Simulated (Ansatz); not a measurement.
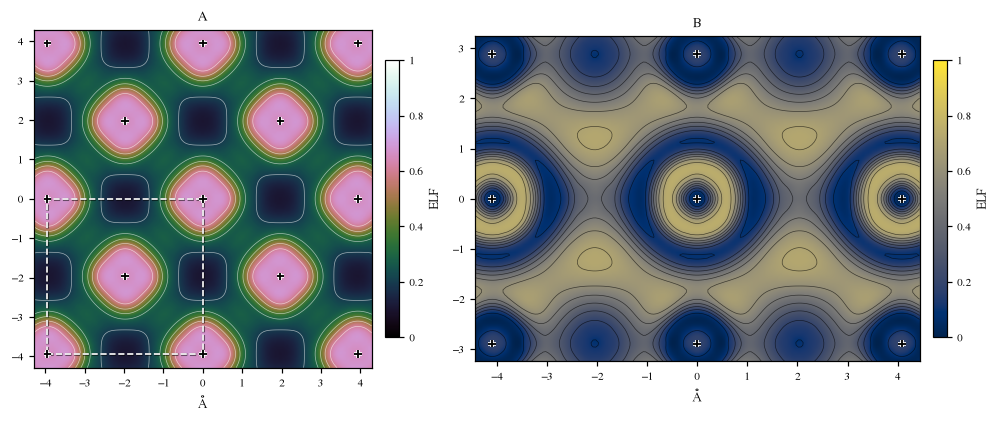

The electron localisation function of 2 systems, each on a plane through atoms (crosses mark nuclei in the plane).

Computed with DFT r2SCAN, scalar-relativistic, plane waves, PAW (Ansatz 0.2.0).

System 1: Pt, the (010) plane of the conventional cell. Space group Fm-3m.

```
Pt
1.0
     3.94022    0.00000    0.00000
     0.00000    3.94022    0.00000
     0.00000    0.00000    3.94022
Pt
4
Direct
  0.00000 0.00000 0.00000
  0.50000 0.50000 0.00000
  0.50000 0.00000 0.50000
  0.00000 0.50000 0.50000
```

System 2: ScAl3, the (101) plane of the conventional cell. Space group Pm-3m; a structure from a database of computed crystals, not necessarily the ambient phase.

```
CELL_PARAMETERS angstrom
4.08554 0.00000 0.00000
0.00000 4.08554 0.00000
0.00000 0.00000 4.08554
ATOMIC_POSITIONS crystal
Sc 0.00000 0.00000 0.00000
Al 0.00000 0.50000 0.50000
Al 0.50000 0.50000 0.00000
Al 0.50000 0.00000 0.50000
```

Q: Match each panel to its system.

A: Panel A is system 1, Pt: the plane holds Pt. Pt–Pt (2.79 Å): the ELF is about 0.30 at the midpoint (no shared electron pair shows on this line). Panel B is system 2, ScAl3: the plane holds Sc and Al. Sc–Al (2.89 Å): the ELF peaks at about 0.60 in the valence shell of Al, 1.1 Å from its nucleus, and is about 0.30 at the midpoint.
